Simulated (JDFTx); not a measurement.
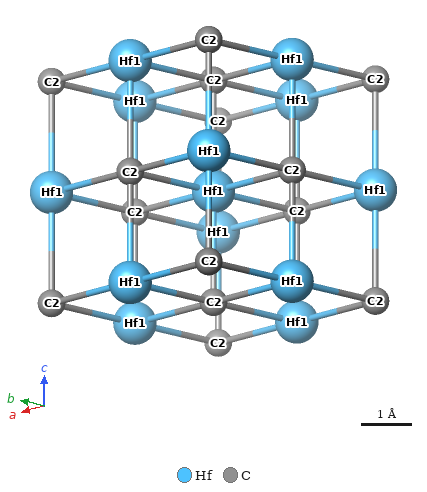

**Figure 1.** The structure (ball-and-stick view of the cell 4 times as large as that of the calculation, set on its symmetry axes, seen at an oblique angle; atoms are numbered from 1 in the order of the input). An atom can appear more than once, as a periodic image. Near neighbours in the periodic cell (some may lie outside the picture): Hf has 6 C at 2.33 Å; C has 6 Hf at 2.33 Å.

Band-structure run of HfC

The run: band-structure run of HfC (2 atoms in the cell). Method and program: Kohn-Sham DFT of a periodic cell, PBE, PseudoDojo-SR-PBE-0.4.1-standard, no spin polarisation (JDFTx 1.7.0 (patched build)).

The structure derives from an entry of the Crystallography Open Database.

## Input
```
lattice \
    0.0000000000     4.3936132398     4.3936132398 \
    4.3936132398     0.0000000000     4.3936132398 \
    4.3936132398     4.3936132398     0.0000000000
coords-type Cartesian
ion Hf     4.3936132398     4.3936132398     4.3936132398 1
ion C      0.0000000000     0.0000000000     0.0000000000 1

ion-species pseudo/Hf.upf
ion-species pseudo/C.upf
elec-cutoff 41 328
elec-ex-corr gga-PBE
elec-smearing Fermi 0.0018374661
elec-n-bands 14
electronic-minimize nIterations 30 energyDiffThreshold 1e-06
davidson-band-ratio 1.3
forces-output-coords Cartesian
include path.kpoints
symmetries none
fix-electron-density run.$VAR

dump-name bands.$VAR
dump End Ecomponents EigStats BandEigs Kpoints Forces
```

## File path.kpoints
```
kpoint +0.0000000000 +0.0000000000 +0.0000000000 0.020000000000
kpoint +0.0714285714 +0.0000000000 +0.0714285714 0.020000000000
kpoint +0.1428571429 +0.0000000000 +0.1428571429 0.020000000000
kpoint +0.2142857143 +0.0000000000 +0.2142857143 0.020000000000
kpoint +0.2857142857 +0.0000000000 +0.2857142857 0.020000000000
kpoint +0.3571428571 +0.0000000000 +0.3571428571 0.020000000000
kpoint +0.4285714286 +0.0000000000 +0.4285714286 0.020000000000
kpoint +0.5000000000 +0.0000000000 +0.5000000000 0.020000000000
kpoint +0.5000000000 +0.0833333333 +0.5833333333 0.020000000000
kpoint +0.5000000000 +0.1666666667 +0.6666666667 0.020000000000
kpoint +0.5000000000 +0.2500000000 +0.7500000000 0.020000000000
kpoint +0.4375000000 +0.3125000000 +0.7500000000 0.020000000000
kpoint +0.3750000000 +0.3750000000 +0.7500000000 0.020000000000
kpoint +0.3281250000 +0.3281250000 +0.6562500000 0.020000000000
kpoint +0.2812500000 +0.2812500000 +0.5625000000 0.020000000000
kpoint +0.2343750000 +0.2343750000 +0.4687500000 0.020000000000
kpoint +0.1875000000 +0.1875000000 +0.3750000000 0.020000000000
kpoint +0.1406250000 +0.1406250000 +0.2812500000 0.020000000000
kpoint +0.0937500000 +0.0937500000 +0.1875000000 0.020000000000
kpoint +0.0468750000 +0.0468750000 +0.0937500000 0.020000000000
kpoint +0.0000000000 +0.0000000000 +0.0000000000 0.020000000000
kpoint +0.0833333333 +0.0833333333 +0.0833333333 0.020000000000
kpoint +0.1666666667 +0.1666666667 +0.1666666667 0.020000000000
kpoint +0.2500000000 +0.2500000000 +0.2500000000 0.020000000000
kpoint +0.3333333333 +0.3333333333 +0.3333333333 0.020000000000
kpoint +0.4166666667 +0.4166666667 +0.4166666667 0.020000000000
kpoint +0.5000000000 +0.5000000000 +0.5000000000 0.020000000000
kpoint +0.5250000000 +0.4500000000 +0.5250000000 0.020000000000
kpoint +0.5500000000 +0.4000000000 +0.5500000000 0.020000000000
kpoint +0.5750000000 +0.3500000000 +0.5750000000 0.020000000000
kpoint +0.6000000000 +0.3000000000 +0.6000000000 0.020000000000
kpoint +0.6250000000 +0.2500000000 +0.6250000000 0.020000000000
kpoint +0.5625000000 +0.2500000000 +0.6875000000 0.020000000000
kpoint +0.5000000000 +0.2500000000 +0.7500000000 0.020000000000
kpoint +0.5000000000 +0.2916666667 +0.7083333333 0.020000000000
kpoint +0.5000000000 +0.3333333333 +0.6666666667 0.020000000000
kpoint +0.5000000000 +0.3750000000 +0.6250000000 0.020000000000
kpoint +0.5000000000 +0.4166666667 +0.5833333333 0.020000000000
kpoint +0.5000000000 +0.4583333333 +0.5416666667 0.020000000000
kpoint +0.5000000000 +0.5000000000 +0.5000000000 0.020000000000
kpoint +0.4791666667 +0.4791666667 +0.5416666667 0.020000000000
kpoint +0.4583333333 +0.4583333333 +0.5833333333 0.020000000000
kpoint +0.4375000000 +0.4375000000 +0.6250000000 0.020000000000
kpoint +0.4166666667 +0.4166666667 +0.6666666667 0.020000000000
kpoint +0.3958333333 +0.3958333333 +0.7083333333 0.020000000000
kpoint +0.3750000000 +0.3750000000 +0.7500000000 0.020000000000
kpoint +0.6250000000 +0.2500000000 +0.6250000000 0.020000000000
kpoint +0.5833333333 +0.1666666667 +0.5833333333 0.020000000000
kpoint +0.5416666667 +0.0833333333 +0.5416666667 0.020000000000
kpoint +0.5000000000 +0.0000000000 +0.5000000000 0.020000000000
```

Launch command:
```bash
jdftx -c 1 -i bands.in -o bands.out
```

## Log
```
*************** JDFTx 1.7.0 (patched build) ***************

Input parsed successfully to the following command list (including defaults):
[... the input with its defaults ...]

---------- Initializing the Grid ----------
R =
[            0      4.39361      4.39361  ]
[      4.39361            0      4.39361  ]
[      4.39361      4.39361            0  ]
unit cell volume = 169.627
G =
[  -0.715036   0.715036   0.715036  ]
[   0.715036  -0.715036   0.715036  ]
[   0.715036   0.715036  -0.715036  ]
Minimum fftbox size, Smin = [  52  52  52  ]
Chosen fftbox size, S = [  54  54  54  ]

---------- Initializing tighter grid for wavefunction operations ----------
R =
[            0      4.39361      4.39361  ]
[      4.39361            0      4.39361  ]
[      4.39361      4.39361            0  ]
unit cell volume = 169.627
G =
[  -0.715036   0.715036   0.715036  ]
[   0.715036  -0.715036   0.715036  ]
[   0.715036   0.715036  -0.715036  ]
Minimum fftbox size, Smin = [  36  36  36  ]
Chosen fftbox size, S = [  36  36  36  ]

---------- Exchange Correlation functional ----------
Initalized PBE GGA exchange.
Initalized PBE GGA correlation.

---------- Setting up pseudopotentials ----------
Width of ionic core gaussian charges (only for fluid interactions / plotting) set to 0

Reading pseudopotential file 'pseudo/Hf.upf':
  'Hf' pseudopotential, 'PBE' functional
  Generated using ONCVPSP code by D. R. Hamann
  12 valence electrons, 4 orbitals, 8 projectors, 1001 radial grid points, with lMax = 3
    5S    l: 0   occupation:  2.0   eigenvalue: -2.462799
    5P    l: 1   occupation:  6.0   eigenvalue: -1.307320
    5D    l: 2   occupation:  2.0   eigenvalue: -0.098817
    6S    l: 0   occupation:  2.0   eigenvalue: -0.187732
  Core radius for overlap checks: 2.38 bohrs.

Reading pseudopotential file 'pseudo/C.upf':
  'C' pseudopotential, 'PBE' functional
  Generated using ONCVPSP code by D. R. Hamann
  4 valence electrons, 2 orbitals, 4 projectors, 1001 radial grid points, with lMax = 1
    2S    l: 0   occupation:  2.0   eigenvalue: -0.505335
    2P    l: 1   occupation:  2.0   eigenvalue: -0.194238
  Core radius for overlap checks: 1.21 bohrs.

Initialized 2 species with 2 total atoms.

Folded 50 k-points by 1x1x1 to 50 k-points.

---------- Setting up k-points, bands, fillings ----------
No reducable k-points.
Computing the number of bands and number of electrons
Calculating initial fillings.
nElectrons:  16.000000   nBands: 14   nStates: 50

----- Setting up reduced wavefunction bases (one per k-point) -----
average nbasis = 2126.720 , ideal nbasis = 2126.989

---------- Setting up ewald sum ----------
Optimum gaussian width for ewald sums = 1.995503 bohr.
Real space sum over 1331 unit cells with max indices [  5  5  5  ]
Reciprocal space sum over 2197 terms with max indices [  6  6  6  ]

---------- Allocating electronic variables ----------
Reading n from file 'run.n' ... done
Initializing wave functions:  linear combination of atomic orbitals

----------- Band structure minimization -------------
Minimization will be done independently for each quantum number.

---- Minimization of quantum number:     0  [ +0.0000000 +0.0000000 +0.0000000 ]  0.040000000 ----
BandDavidson: Iter:   0  Eband: +0.114772140239066
BandDavidson: Iter:   1  Eband: +0.110242292421315  dEband: -4.529848e-03
BandDavidson: Iter:   2  Eband: +0.109879510062474  dEband: -3.627824e-04
BandDavidson: Iter:   3  Eband: +0.109834936414638  dEband: -4.457365e-05
[... 597 lines of inner loops ...]
BandDavidson: Iter:   6  Eband: +0.127542525903540  dEband: -3.804999e-06
BandDavidson: Iter:   7  Eband: +0.127541681421371  dEband: -8.444822e-07
BandDavidson: Converged (dEband<1.000000e-06)
	FillingsUpdate:  mu: +0.582075309  nElectrons: 16.000000
WARNING: these k-points are no uniform mesh, so that mu and the fillings of partly filled bands are only those of these points: take mu from the calculation that made the density or potential.

Dumping 'bands.eigStats' ...
	eMin: -1.678698 at state 20 ( [ +0.000000 +0.000000 +0.000000 ] spin 0 )
	HOMO: +0.581354 at state 1 ( [ +0.071429 +0.000000 +0.071429 ] spin 0 )
	mu  : +0.582075
	LUMO: +0.587347 at state 2 ( [ +0.142857 +0.000000 +0.142857 ] spin 0 )
	eMax: +1.051525 at state 34 ( [ +0.500000 +0.291667 -0.291667 ] spin 0 )
	HOMO-LUMO gap: +0.005994
	Optical gap  : +0.024840 at state 2 ( [ +0.142857 +0.000000 +0.142857 ] spin 0 )
Done!
```

## Key numbers

- outcome: converged
- space group (tolerance 0.01 Å): Fm-3m (225)
- electrons treated: 16
- gap on the band path: 0.00 eV
- hardware: 1 thread of AMD EPYC (Zen 5), 32 GiB of memory available, shared host
- wall time: 7.8 s
- peak memory: 0.09 GiB

## Remarks

Spin–orbit coupling is left out, which matters for Hf.
